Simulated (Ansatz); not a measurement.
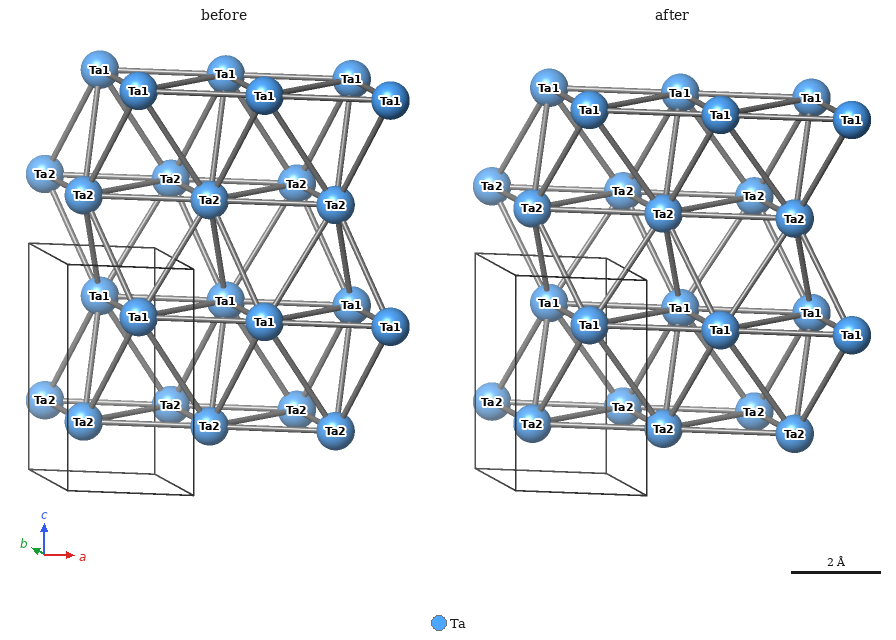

Left: a symmetric starting cell of Ta. Right: the same structure after one change, at the same scale. The picture is a ball-and-stick view of the cell of the calculation, repeated 3 × 2 × 2 with one cell outlined, seen slightly off an axis.

The calculation used DFT PBE, scalar-relativistic, plane waves, PAW in Ansatz 0.2.0. (plane-wave cutoff 420 eV; k-point mesh 18 × 18 × 8; occupations gaussian; smearing width 0.1 eV; no spin polarisation)

Q: What distinguishes the right structure from the left one?

A: The cell is strained by −4.8 % along c and +4.2 % across it (volume +3.2 %), the atoms keeping their fractional coordinates. No relaxation follows. The starting cell wasn't computed here and needn't be at equilibrium, so pressure and forces aren't due to the change alone.

Q: What does the change do?

A: Near-neighbour distances before and after: Ta–Ta 2.900 → 3.021 Å, Ta–Ta 3.078 → 3.014 Å. The space group stays P6_3/mmc (No. 194). The pressure is −6.5 GPa (not all of it need come from the change, since the unchanged cell can be under pressure at this level too). The principal stresses (compression positive) are 0.9 GPa along c and −10.2 GPa across it. All forces vanish by symmetry.
